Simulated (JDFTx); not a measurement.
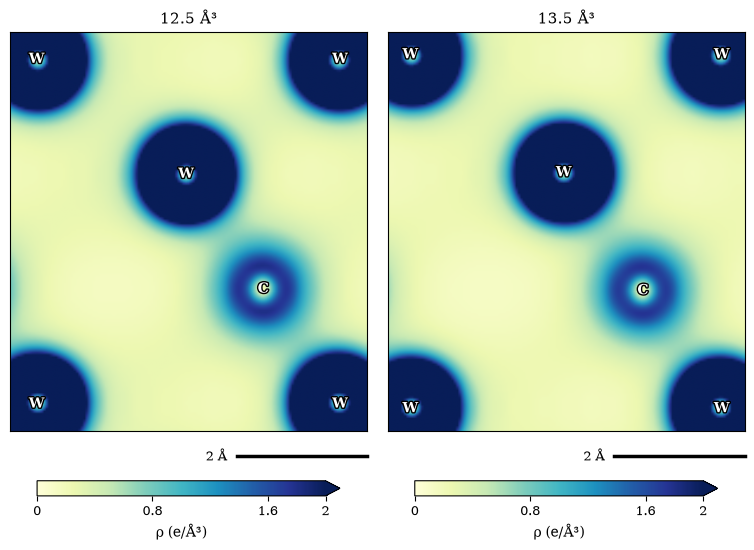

W2C. The valence electron density of cells scaled evenly to different volumes (given per atom above each panel), on the (110) plane of each (indices in the axes of the cell below), at one length scale and on one colour scale.

A structure from a database of computed crystals, not necessarily the ambient phase.

These are results of Kohn-Sham DFT of a periodic cell, PBE, PseudoDojo-SR-PBE-0.5-standard in JDFTx 1.7.0 (patched build), not measurements.

The largest cell:

```yaml
crystal:
  lattice:
    - [3.13026, 0.00000, 0.00000]
    - [-1.56513, 2.71088, 0.00000]
    - [0.00000, 0.00000, 4.77019]
  atoms:
    - { symbol: W, position: [0.66667, 0.33333, 0.25367] }
    - { symbol: W, position: [0.33333, 0.66667, 0.74633] }
    - { symbol: C, position: [0.00000, 0.00000, 0.00000] }
```

| volume (Å³/atom) | W–C contact in the plane (Å) | ρ at its midpoint (e/Å³) | pressure (GPa) | 
| --- | --- | --- | --- |
| 12.47 | 2.119 | 0.754 | 5.3 | 
| 12.73 | 2.133 | ? | ? | 
| 13.49 | 2.175 | 0.676 | −18.5 | 

### Estimate the missing row, and compare with the calculation.

Over the known rows ln ρ falls by 1.95 per Å of W–C distance (the line through the two), which gives 0.734 e/Å³ at 2.133 Å; the calculation gives 0.733 e/Å³. For the pressure, a straight line in volume between the neighbouring rows gives −0.8 GPa; the calculation gives −1.6, lower because pressure rises ever faster on compression.
